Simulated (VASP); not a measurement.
System: SnO₂, space group Fm-3m, 3 atoms in the cell, fluorite type, hydrostatic strain −4.0%.

```cif
data_structure
_symmetry_space_group_name_H-M 'P 1'
_symmetry_Int_Tables_number 1
_cell_length_a 3.4395
_cell_length_b 3.4395
_cell_length_c 3.4395
_cell_angle_alpha 60.000
_cell_angle_beta 60.000
_cell_angle_gamma 60.000
_cell_volume 28.77
loop_
_atom_site_label
_atom_site_type_symbol
_atom_site_fract_x
_atom_site_fract_y
_atom_site_fract_z
_atom_site_occupancy
Sn1 Sn 0.00000 0.00000 0.00000 1
O1 O 0.25000 0.25000 0.25000 1
O2 O 0.75000 0.75000 0.75000 1
```

Method: DFT, PBE, plane waves, PAW, 8×8×8 k mesh, 520 eV cutoff (VASP 6.6.1).

What will the density of states look like?

There is a gap; over the k points computed it is 1.59 eV (indirect; the smallest direct gap is 3.27 eV). Within the window shown, the tallest peak of the filled states lies 0.8 eV under the valence-band top, at about 2.8 states per eV and cell.

The cell is at 48 GPa in this functional.

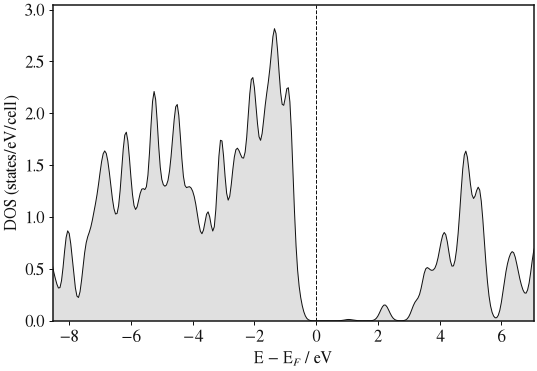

Density of states. Energies are counted from the Fermi level. The curve is built from the levels of the k mesh with Gaussians 0.3 eV wide, which also blur the band edges.
